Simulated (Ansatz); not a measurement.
Geometry relaxation, with input and output: Mo$_{7}$S$_{9}$ (part 3 of 4)

Continued. System: Mo$_{7}$S$_{9}$ (P1, 16 atoms in the cell). Method: DFT PBE+D3(BJ), scalar-relativistic, plane waves, PAW, no spin polarisation (Ansatz 0.2.0); cutoff 420 eV, 2×2×2 k-mesh, Gaussian smearing of 0.1 eV. The structure was built on a prototype by a generator; it need not be a known phase. It belongs to a series of runs on one base structure; here: 5 of 14 S atoms taken out at random.

Geometry of the input (Å; fractional positions):
```
1.5667  4.5228  -5.9589
3.1335  -3.6182  -5.9589
-4.7002  -0.9046  -5.9589
Mo 0.4298  0.8557  0.7164
Mo 0.7164  0.4334  0.8504
Mo 0.1440  0.2841  0.5707
Mo 0.8533  0.7151  0.4337
Mo 0.2838  0.5746  0.1432
Mo 0.5735  0.1385  0.2872
Mo 0.0069  0.9934  0.9984
S  0.9571  0.6767  0.1032
S  0.3875  0.5332  0.8168
S  0.5269  0.8171  0.3885
S  0.8149  0.3812  0.5398
S  0.2499  0.2423  0.2432
S  0.1821  0.6117  0.4724
S  0.6168  0.4751  0.1803
S  0.3286  0.8976  0.0423
S  0.7596  0.7527  0.7531
```

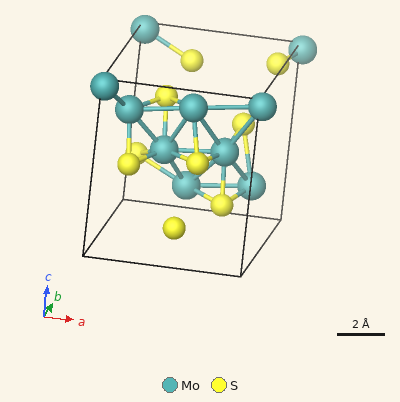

The geometry at step 11 of the log (ball-and-stick view of the reduced cell, seen slightly off an axis).

Output, continued
```
--- Relaxed structure (40 steps of the walk, 35 accepted, 1 SCFs on fresh bases) ---
  F+E_penalty+E_count = -42823.55717581 eV   max|allowed force component| = 2.644e-2 eV/Å   (the final SCF, on the basis selected at the relaxed cell)
  cell:  # Å, volume = 299.3997 Å³
    - [2.1612868491110406, 4.5679256931608245, -6.148643326404425]
    - [3.0574956992853886, -3.2041310542208032, -6.139555443214078]
    - [-3.727434953265576, -1.0568286164919112, -5.532637790778586]
  atoms:
    - { symbol: Mo, position: [0.45572266118038907, 0.8160067485356777, 0.707784062613788] }
    - { symbol: Mo, position: [0.7764171037569587, 0.4212182032941236, 0.9078946206333832] }
    - { symbol: Mo, position: [0.1723990773381976, 0.25446309630359043, 0.6052766610667204] }
    - { symbol: Mo, position: [0.8613702541009274, 0.6675742015385262, 0.4389245625394231] }
    - { symbol: Mo, position: [0.24875835166613094, 0.5889278410455457, 0.16628921868083102] }
    - { symbol: Mo, position: [0.5686278754067016, 0.15048852096971504, 0.2683002111560684] }
    - { symbol: Mo, position: [-0.04836859831619822, 1.027939424132893, 0.9638062217534872] }
    - { symbol: S, position: [0.9540777064613293, 0.6850888314461447, 0.04167921202292579] }
    - { symbol: S, position: [0.4766183987921385, 0.455916894861324, 0.8510862880418836] }
    - { symbol: S, position: [0.5478911362818069, 0.8167605682443548, 0.3333703382818169] }
    - { symbol: S, position: [0.8734266368614791, 0.29030108239794983, 0.585115920939538] }
    - { symbol: S, position: [0.2461448929653148, 0.23754400432915074, 0.25197360344539915] }
    - { symbol: S, position: [0.15449777655740823, 0.5995163113232126, 0.5439055398036551] }
    - { symbol: S, position: [0.5819926354803413, 0.4603641643735484, 0.26008366797610394] }
    - { symbol: S, position: [0.25556150238418174, 0.9764173691820319, -0.0005891459660685161] }
    - { symbol: S, position: [0.7059831310828939, 0.9339431481222109, 0.6145795815110451] }
```

Trajectory as extended XYZ (Å, eV, eV/Å), 26 of the 41 frames kept, from step=1 to step=41
```
16
Lattice="1.5667 4.5228 -5.9589 3.1335 -3.6182 -5.9589 -4.7002 -0.9046 -5.9589" Properties=species:S:1:pos:R:3:forces:R:3 step=1 energy=-42818.93129 pressure_GPa=-7.59
Mo   -0.0123   -1.8002  -11.9294    0.0248   0.5428   0.3055
Mo   -1.5164    0.9027  -11.9190   -0.4003  -0.6529  -0.2964
Mo   -1.5669   -0.8928   -5.9518    0.8235  -0.4247   0.1303
Mo    1.5392    0.8796  -11.9299   -0.2995   0.0784   0.9635
Mo    1.5718   -0.9249   -5.9688    0.0075   0.1983  -0.0377
Mo   -0.0173    1.8330   -5.9544    0.2970  -0.7930   0.2875
Mo   -1.5688   -4.4663  -11.9102   -0.2607   0.7914  -0.1213
S     3.1351    1.7869  -10.3506    1.2552  -0.6200  -0.1989
S    -1.5613   -0.9159  -10.3538    0.3851   0.3166  -0.2471
S     1.5599   -0.9248  -10.3235    0.3277  -0.1941  -0.4914
S    -0.0659    1.8182  -10.3444    0.3068   0.9170   0.0931
S     0.0074    0.0336   -4.3821   -0.8130   0.3929  -0.7280
S    -0.0181   -1.8168   -7.5453   -0.9898   0.3883   0.2210
S     1.6078    0.9074   -7.5804   -0.9576   1.1510   0.3843
S     3.1288   -1.7998   -7.5585    0.4288  -1.5617  -0.0647
S     0.0091    0.0309  -13.4990   -0.1354  -0.5303  -0.1999
16
Lattice="1.4321 4.2303 -6.1433 2.7277 -3.2641 -6.0880 -4.4729 -0.9050 -6.2344" Properties=species:S:1:pos:R:3:forces:R:3 step=3 energy=-42821.46238 pressure_GPa=2.68
Mo   -0.2141   -1.6436  -12.2922   -0.0465   0.3172  -0.2446
Mo   -1.6614    0.8669  -12.3594    0.1996  -0.0951   0.0559
Mo   -1.6166   -0.7806   -6.1573    0.3918   0.2143   0.0326
Mo    1.1989    0.9317  -12.1892   -0.1788   0.2295   0.0862
Mo    1.3533   -0.7903   -6.2167   -0.1728  -0.0170  -0.0186
Mo   -0.0659    1.6879   -6.0846    0.0021  -0.1866   0.0076
Mo   -1.5978   -4.2525  -12.3895   -0.4687  -0.2358   0.0817
S     2.9588    1.6751  -10.6656    0.0788  -0.1285   0.2136
S    -1.6917   -0.7997  -10.7176   -0.4022   0.0063   0.0754
S     1.2041   -0.7723  -10.5504   -0.2162   0.1444   0.3506
S    -0.3257    1.8407  -10.6248   -0.3543  -0.0233   0.0986
S    -0.1654    0.0279   -4.5257    0.1246  -0.1449   0.3531
S    -0.2844   -1.6018   -7.8147   -0.0070  -0.0394  -0.3434
S     1.2728    1.0681   -7.8700   -0.0339   0.2374  -0.2783
S     2.8796   -1.8054   -7.8232    0.4728  -0.0117  -0.4916
S    -0.1601    0.0271  -13.9522    0.6108  -0.2667   0.0212
16
Lattice="1.4277 4.2954 -6.2193 2.6879 -3.2677 -6.1354 -4.4985 -0.9171 -6.3200" Properties=species:S:1:pos:R:3:forces:R:3 step=4 energy=-42821.70959 pressure_GPa=0.12
Mo   -0.2665   -1.6015  -12.4334    0.0272   0.0042  -0.2291
Mo   -1.6850    0.8843  -12.5289    0.0132   0.2223   0.0519
Mo   -1.6191   -0.7599   -6.2108   -0.0279   0.2049  -0.0467
Mo    1.1362    1.0135  -12.2871   -0.1108   0.0686   0.0568
Mo    1.3229   -0.7924   -6.3068    0.0161   0.0237   0.0716
Mo   -0.0930    1.6951   -6.1114   -0.2006  -0.2495   0.0855
Mo   -1.6818   -4.2981  -12.5591   -0.1028  -0.3455   0.0724
S     2.9434    1.7245  -10.7952   -0.0095  -0.0316  -0.0270
S    -1.7884   -0.7749  -10.8777   -0.1757   0.1295  -0.0690
S     1.1178   -0.7170  -10.6475   -0.0506   0.1368   0.0154
S    -0.4316    1.9210  -10.7561   -0.3148  -0.0274  -0.1058
S    -0.1780    0.0236   -4.5554    0.1843  -0.0768   0.0625
S    -0.3288   -1.6066   -7.8998    0.0446  -0.0442  -0.0061
S     1.2311    1.1374   -7.9430    0.0296   0.0849  -0.0493
S     2.9230   -1.8260   -7.9144    0.3290   0.1410   0.0107
S    -0.1188    0.0411  -14.0920    0.3489  -0.2410   0.1061
16
Lattice="1.4585 4.3990 -6.2239 2.4933 -3.2869 -6.1590 -4.4738 -1.0700 -6.3941" Properties=species:S:1:pos:R:3:forces:R:3 step=6 energy=-42822.10297 pressure_GPa=-1.06
Mo   -0.3467   -1.6092  -12.4849    0.0108   0.0519  -0.0629
Mo   -1.7289    0.8156  -12.7447   -0.0785  -0.1240  -0.1368
Mo   -1.6733   -0.7453   -6.3017   -0.1760  -0.0731  -0.2370
Mo    0.9990    1.0919  -12.2443    0.1880  -0.1405  -0.3160
Mo    1.2613   -0.8336   -6.3495   -0.3098  -0.1077   0.5126
Mo   -0.2092    1.5886   -6.0516   -0.0252   0.1796  -0.0420
Mo   -1.8801   -4.6045  -12.7083    0.2027   0.1501   0.0435
S     2.8558    1.7581  -10.8229   -0.1677   0.1573  -0.0633
S    -1.9744   -0.7521  -11.0210   -0.0203   0.0843   0.0039
S     0.9184   -0.6520  -10.6085    0.1634  -0.0621  -0.1077
S    -0.7630    2.0264  -10.9114   -0.2928   0.2427  -0.3103
S    -0.2464   -0.1133   -4.5378   -0.0351  -0.2182  -0.0482
S    -0.3675   -1.6985   -7.9424    0.1914  -0.0647   0.0712
S     1.0918    1.1998   -7.9785    0.1559   0.0314   0.1941
S     3.0871   -1.8600   -7.8814    0.2555  -0.2877   0.4395
S     0.0609   -0.0697  -14.1455   -0.0623   0.1809   0.0594
16
Lattice="1.5215 4.4038 -6.1589 2.4664 -3.3053 -6.1452 -4.4321 -1.1540 -6.3314" Properties=species:S:1:pos:R:3:forces:R:3 step=7 energy=-42822.47311 pressure_GPa=-0.29
Mo   -0.2860   -1.6274  -12.3804    0.0858   0.4271   0.2233
Mo   -1.6724    0.7131  -12.7074   -0.0229  -0.2837  -0.2720
Mo   -1.6561   -0.7604   -6.3611   -0.1159  -0.1252  -0.1594
Mo    1.0572    1.0606  -12.1622    0.0982   0.0109  -0.3939
Mo    1.2591   -0.8870   -6.2635   -0.5773  -0.3366   0.5150
Mo   -0.1991    1.5498   -5.9840    0.3898   0.1880   0.0198
Mo   -1.8600   -4.7439  -12.5453    0.2894   0.1041   0.0714
S     2.8629    1.7333  -10.6897   -0.0559   0.2710   0.1027
S    -1.9574   -0.7870  -10.9307    0.0149   0.0730   0.0306
S     0.9631   -0.6634  -10.5066    0.1151  -0.1722  -0.2018
S    -0.8077    2.0378  -10.9315   -0.4721   0.4499  -0.0633
S    -0.2783   -0.1981   -4.5094   -0.0820  -0.0266  -0.1196
S    -0.2828   -1.7644   -7.9279    0.1720  -0.0165   0.0338
S     1.0924    1.1608   -7.9201    0.1067   0.0308   0.0762
S     3.2189   -1.9215   -7.7413    0.2575  -0.6524   0.2670
S     0.1866   -0.1281  -14.0630   -0.2031   0.0585  -0.1306
16
Lattice="1.5884 4.3667 -6.0685 2.5427 -3.4386 -6.1937 -4.3223 -1.2398 -6.2302" Properties=species:S:1:pos:R:3:forces:R:3 step=9 energy=-42822.73848 pressure_GPa=0.77
Mo   -0.0581   -1.7277  -12.3089    0.1334  -0.5793  -0.2138
Mo   -1.4995    0.5438  -12.6541    0.3252   0.4544  -0.4397
Mo   -1.5518   -0.8707   -6.3594   -0.0430   0.5166  -0.2620
Mo    1.2025    0.9017  -12.1826    0.0659  -0.0866   0.3026
Mo    1.2088   -1.0802   -6.0994    0.6879   0.3616  -0.7330
Mo    0.0442    1.5423   -5.9105   -0.3345  -0.1094   0.0257
Mo   -1.6892   -4.9701  -12.3440   -0.5703  -0.6727   0.9710
S     2.9212    1.6249  -10.5212    0.0303  -0.3398  -0.0202
S    -1.7824   -0.9080  -10.8537    0.2703  -0.2603  -0.0165
S     1.2175   -0.8435  -10.5400   -0.0768   0.1520   0.3335
S    -0.7792    2.0113  -10.8701   -0.0585  -0.2694   0.4590
S    -0.2621   -0.2244   -4.4700   -0.3478  -0.0875   0.2458
S    -0.1164   -1.8802   -7.9154    0.1521   0.2614  -0.0249
S     1.1915    0.9992   -7.8875   -0.3048  -0.1504  -0.2020
S     3.3541   -2.2389   -7.6190    0.3221   0.8788  -0.5558
S     0.3065   -0.2936  -14.0713   -0.2517  -0.0696   0.1306
16
Lattice="1.6179 4.4132 -6.1481 2.5606 -3.3933 -6.2215 -4.2770 -1.1999 -6.2373" Properties=species:S:1:pos:R:3:forces:R:3 step=11 energy=-42822.94208 pressure_GPa=-0.12
Mo    0.0440   -1.6472  -12.4156    0.0442  -0.0217  -0.0512
Mo   -1.4201    0.6782  -12.7943    0.0568   0.0520  -0.0745
Mo   -1.5272   -0.8263   -6.3777   -0.0482   0.0002   0.0305
Mo    1.2837    0.9871  -12.2572   -0.1332  -0.0017  -0.0203
Mo    1.2793   -1.0402   -6.1864    0.0209  -0.0882  -0.1479
Mo    0.0678    1.5584   -5.8989    0.0619  -0.0114  -0.0010
Mo   -1.6316   -4.9063  -12.3041    0.0422  -0.0839   0.1088
S     2.9746    1.7216  -10.5989   -0.0236   0.0467  -0.0479
S    -1.6750   -0.8207  -10.9984    0.0315   0.0783   0.1170
S     1.2516   -0.7248  -10.5875    0.1029  -0.0433   0.0582
S    -0.7027    2.0622  -10.9327   -0.0250   0.0808   0.0114
S    -0.2294   -0.2368   -4.4846   -0.0052   0.0868  -0.0448
S    -0.0976   -1.8165   -7.9529    0.0153   0.0038   0.0119
S     1.1428    1.0188   -7.9264   -0.0621   0.0523   0.0457
S     3.3285   -2.1384   -7.6624   -0.0769  -0.0677   0.0545
S     0.3599   -0.1935  -14.1679   -0.0014  -0.0829  -0.0505
16
Lattice="1.6156 4.3980 -6.1515 2.5789 -3.3941 -6.2287 -4.2631 -1.1865 -6.2310" Properties=species:S:1:pos:R:3:forces:R:3 step=12 energy=-42822.95866 pressure_GPa=0.04
Mo    0.0709   -1.6495  -12.4166   -0.0525  -0.0442   0.0119
Mo   -1.3931    0.6767  -12.8004    0.0074  -0.0132   0.0162
Mo   -1.5183   -0.8266   -6.3787   -0.0198   0.0900   0.0480
Mo    1.2912    0.9786  -12.2724   -0.0263  -0.0269  -0.0384
Mo    1.2894   -1.0436   -6.2003    0.0926  -0.0199  -0.0753
Mo    0.0915    1.5670   -5.9099    0.0328   0.0101   0.0043
Mo   -1.6003   -4.9085  -12.2623    0.0099   0.0360  -0.0133
S     2.9740    1.7248  -10.6047   -0.0452   0.0206   0.0128
S    -1.6416   -0.8118  -10.9929    0.0202  -0.0109  -0.0327
S     1.2935   -0.7337  -10.5980    0.0125  -0.0007   0.0456
S    -0.6882    2.0612  -10.9239    0.0611  -0.0048   0.0262
S    -0.2141   -0.2223   -4.4975   -0.0033   0.0052  -0.0217
S    -0.0879   -1.8087   -7.9633   -0.0013  -0.0255   0.0164
S     1.1464    1.0299   -7.9410   -0.0452  -0.0054   0.0032
S     3.3199   -2.1689   -7.6465   -0.0578   0.0006  -0.0187
S     0.3739   -0.2143  -14.1840    0.0148  -0.0108   0.0157
16
Lattice="1.6493 4.4049 -6.2082 2.6322 -3.3506 -6.2518 -4.2250 -1.1393 -6.2142" Properties=species:S:1:pos:R:3:forces:R:3 step=14 energy=-42822.97273 pressure_GPa=0.03
Mo    0.1411   -1.5959  -12.4426   -0.0782   0.0002   0.0343
Mo   -1.3169    0.7334  -12.8282   -0.0773  -0.0135  -0.0454
Mo   -1.4724   -0.7739   -6.3852   -0.0339   0.0093  -0.0506
Mo    1.3637    1.0319  -12.3373    0.0227   0.0676   0.0309
Mo    1.3513   -1.0196   -6.2484    0.0167   0.0187   0.0524
Mo    0.1476    1.6179   -5.9490    0.0663   0.0720  -0.0291
Mo   -1.4959   -4.8072  -12.2260    0.0363   0.0044   0.0358
S     3.0402    1.7923  -10.6731    0.0086  -0.0307  -0.0134
S    -1.5441   -0.7439  -11.0138    0.0033  -0.0100  -0.0301
S     1.3905   -0.6744  -10.6442   -0.0353  -0.0128   0.0026
S    -0.5676    2.1231  -10.9624    0.0118  -0.0247  -0.0020
S    -0.1424   -0.1674   -4.5355   -0.0060  -0.0138   0.0403
S    -0.0640   -1.7754   -7.9845   -0.0251  -0.0270  -0.0226
S     1.1659    1.0646   -7.9874    0.0332  -0.0227  -0.0270
S     3.3266   -2.1570   -7.6835    0.0550  -0.0047   0.0145
S     0.4347   -0.1791  -14.2255    0.0019  -0.0124   0.0093
16
Lattice="1.7446 4.4451 -6.3245 2.7451 -3.2433 -6.2827 -4.1303 -1.0409 -6.1496" Properties=species:S:1:pos:R:3:forces:R:3 step=15 energy=-42822.98957 pressure_GPa=0.05
Mo    0.2968   -1.4508  -12.4496   -0.0080   0.1391  -0.0084
Mo   -1.1446    0.8786  -12.8741   -0.0338   0.0636  -0.2035
Mo   -1.3626   -0.6631   -6.3930   -0.0657  -0.1690   0.0500
Mo    1.5473    1.1934  -12.4263   -0.0190   0.0355   0.0616
Mo    1.4789   -0.9553   -6.3013   -0.1355   0.0281  -0.0312
Mo    0.2814    1.7511   -6.0384    0.0878   0.1070  -0.0081
Mo   -1.2549   -4.5768  -12.1080   -0.1016   0.0408  -0.1154
S     3.2240    1.9570  -10.7826    0.0737   0.0171  -0.0045
S    -1.3298   -0.5518  -11.0259   -0.0840  -0.0024   0.1212
S     1.6059   -0.5182  -10.7147    0.0422  -0.0366  -0.0753
S    -0.2925    2.2775  -11.0347    0.1261  -0.0359   0.0691
S     0.0028   -0.0224   -4.5963   -0.0667   0.0065   0.0329
S     0.0066   -1.7105   -8.0063    0.0261  -0.0450   0.0346
S     1.2312    1.1145   -8.0879    0.1033  -0.0312   0.0697
S     3.3859   -2.1153   -7.7410    0.0558  -0.0459   0.0748
S     0.6009   -0.0753  -14.2602   -0.0006  -0.0718  -0.0673
16
Lattice="1.8799 4.5105 -6.4161 2.9030 -3.1484 -6.2921 -3.9689 -0.9334 -6.0005" Properties=species:S:1:pos:R:3:forces:R:3 step=17 energy=-42823.03509 pressure_GPa=-0.13
Mo    0.5403   -1.2595  -12.3352    0.0008   0.0194  -0.0730
Mo   -0.8333    1.0836  -12.8977    0.1092  -0.0221   0.0433
Mo   -1.2406   -0.5943   -6.3370   -0.0259  -0.0530   0.1221
Mo    1.8471    1.3693  -12.4070    0.1078  -0.0981  -0.0190
Mo    1.6019   -0.8751   -6.3140    0.1169  -0.0693  -0.1473
Mo    0.4935    1.9050   -6.1065    0.0036  -0.0934   0.0733
Mo   -0.9449   -4.3561  -11.9234    0.0170   0.0387   0.0177
S     3.5539    2.1869  -10.8238   -0.1092  -0.0174   0.0451
S    -1.0596   -0.2673  -10.9592   -0.1126   0.0855  -0.0432
S     1.9777   -0.3602  -10.7202    0.0099   0.0085   0.0213
S     0.0632    2.4339  -11.0162    0.0249   0.0746  -0.0789
S     0.1463    0.1440   -4.6238   -0.0371  -0.0673  -0.1244
S     0.0979   -1.6936   -7.9591    0.0213   0.0849   0.0564
S     1.3726    1.0884   -8.1390   -0.0899   0.0559   0.0507
S     3.4949   -2.0650   -7.7540   -0.0350   0.0969  -0.0503
S     0.9244    0.0059  -14.2061   -0.0017  -0.0438   0.1067
16
Lattice="2.1748 4.6904 -6.4999 3.1244 -2.9963 -6.2482 -3.6662 -0.8271 -5.6642" Properties=species:S:1:pos:R:3:forces:R:3 step=19 energy=-42823.15496 pressure_GPa=-0.08
Mo    0.9761   -0.9356  -12.0117    0.2975  -0.1459  -0.3077
Mo   -0.1980    1.4462  -12.8267   -0.0100  -0.2929   0.3174
Mo   -1.0395   -0.5407   -6.1570    0.1568   0.2576  -0.0961
Mo    2.4475    1.6411  -12.2673   -0.0861  -0.1152  -0.2351
Mo    1.8245   -0.7792   -6.2678    0.1238   0.0811   0.0007
Mo    0.9140    2.1377   -6.0441   -0.1243  -0.3485  -0.1098
Mo   -0.4494   -4.0441  -11.5098    0.2415  -0.0919   0.5446
S     4.1192    2.5916  -10.7626   -0.1068  -0.1290  -0.0218
S    -0.6566    0.2395  -10.7802   -0.2259   0.1118  -0.3398
S     2.5926   -0.0748  -10.5675   -0.0490   0.1394   0.2275
S     0.7231    2.7085  -10.8872   -0.3114   0.0747  -0.1119
S     0.3666    0.3356   -4.6010    0.0318  -0.1100  -0.0674
S     0.2701   -1.6797   -7.7897    0.1327   0.1790  -0.0865
S     1.6038    1.1217   -8.0638    0.0078   0.1387   0.1321
S     3.6547   -1.8987   -7.7253   -0.0943   0.2232  -0.1246
S     1.5557    0.1139  -13.9680    0.0159   0.0277   0.2788
16
Lattice="2.2077 4.7646 -6.3945 3.0024 -3.0261 -6.1697 -3.7130 -0.9568 -5.6323" Properties=species:S:1:pos:R:3:forces:R:3 step=20 energy=-42822.75435 pressure_GPa=1.10 accepted=F
Mo    0.9661   -0.9729  -11.9672   -0.9301  -0.6396   1.4678
Mo   -0.2269    1.3809  -12.6805   -0.1848   0.2847  -0.0905
Mo   -1.0893   -0.6334   -6.0946   -0.0832   0.1532  -0.7556
Mo    2.4293    1.5827  -12.2177   -0.4284   0.3023   0.6457
Mo    1.7573   -0.8404   -6.2037    0.1968   0.6176   0.6169
Mo    0.8867    2.0201   -5.8223   -0.4703   0.8049  -0.6539
Mo   -0.6184   -4.2249  -11.3387    0.2661  -0.0441  -0.3244
S     3.9470    2.5622  -10.5719    0.3263   0.1861  -0.2823
S    -0.8568    0.1517  -10.7819    1.7274  -0.6282   0.8784
S     2.4529   -0.0483  -10.3809   -0.3348  -0.1435  -0.2526
S     0.6905    2.6799  -10.7612   -0.2530  -0.4445   0.0772
S     0.2626    0.1869   -4.5022    0.0792   0.2874   0.6463
S     0.2663   -1.6437   -7.7758   -0.3433  -0.3237  -0.2632
S     1.5785    1.2658   -7.8801   -0.3357  -0.5059  -0.8163
S     3.5236   -1.8357   -7.5926    0.4456  -0.3382   0.0536
S     1.4954    0.0756  -13.8563    0.3219   0.4320  -0.9474
```
